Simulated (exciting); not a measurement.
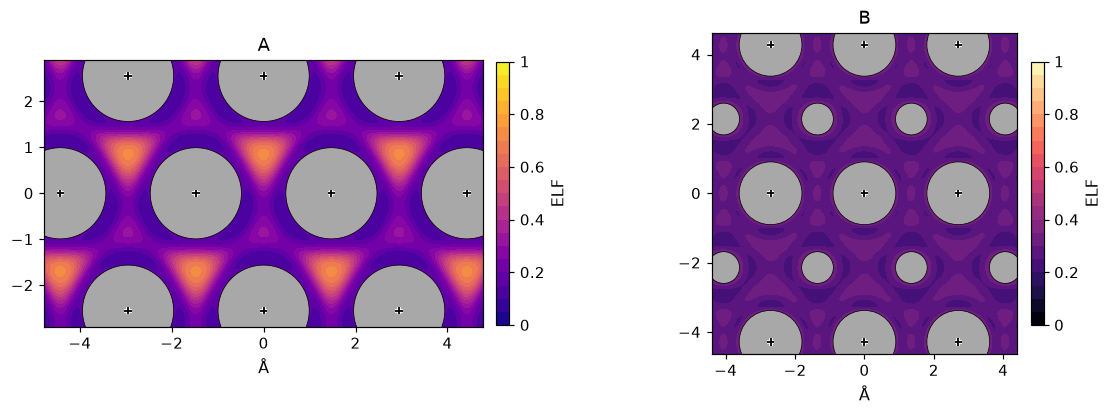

The electron localisation function of 2 systems, each on a plane through atoms (crosses mark nuclei in the plane; grey discs cover the cores).

Method: exciting sodium, Kohn-Sham DFT of a periodic cell, LDA, all-electron LAPW+lo, shipped species files.

System 1: Ru, the (100) plane of the conventional cell. Space group P6₃/mmc.

System 2: Ti, the (001) plane of the conventional cell. Space group P6₃/mmc.

Which map belongs to which system?

Answer. Panel A is system 2, Ti: the plane holds Ti. Ti–Ti (2.95 Å): the ELF is about 0.25 at the midpoint (no shared electron pair shows on this line). Panel B is system 1, Ru: the plane holds Ru. Ru–Ru (2.71 Å): the ELF is about 0.30 at the midpoint (no localised pair shows between them).
